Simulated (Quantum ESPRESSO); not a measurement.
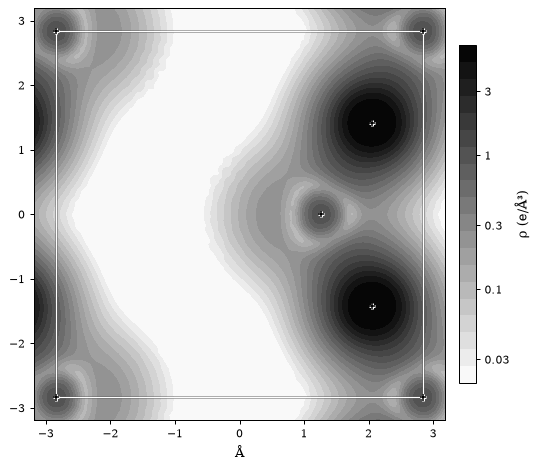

The valence pseudo-density on a plane through atoms (crosses mark nuclei in the plane).

Method: Quantum ESPRESSO 7.5, Kohn-Sham DFT of a periodic cell, PBE, SSSP 1.3 efficiency PBE.

Candidates:
A. SiO₂, a = 5.68 Å, b = 5.68 Å, c = 11.32 Å, α = 90.00°, β = 90.00°, γ = 90.00°. Space group I4₁22; a structure from a database of computed crystals, not necessarily the ambient phase.
B. AlN, a = 4.07 Å, b = 4.07 Å, c = 4.07 Å, α = 90.00°, β = 90.00°, γ = 90.00°. Space group Fm-3m; a structure from a database of computed crystals, not necessarily the ambient phase.
C. CuO, a = 4.69 Å, b = 3.43 Å, c = 5.13 Å, α = 90.00°, β = 99.65°, γ = 90.00°. Space group Cc; not relaxed (largest force 0.8 eV/Å); computed pressure about 5 GPa in this cell.

> Which system is this?

Candidate A: SiO₂ on the (001) plane of the conventional cell, which holds Si and O. Si–O (1.63 Å): the density is about 1.2 e/Å³ at the midpoint.
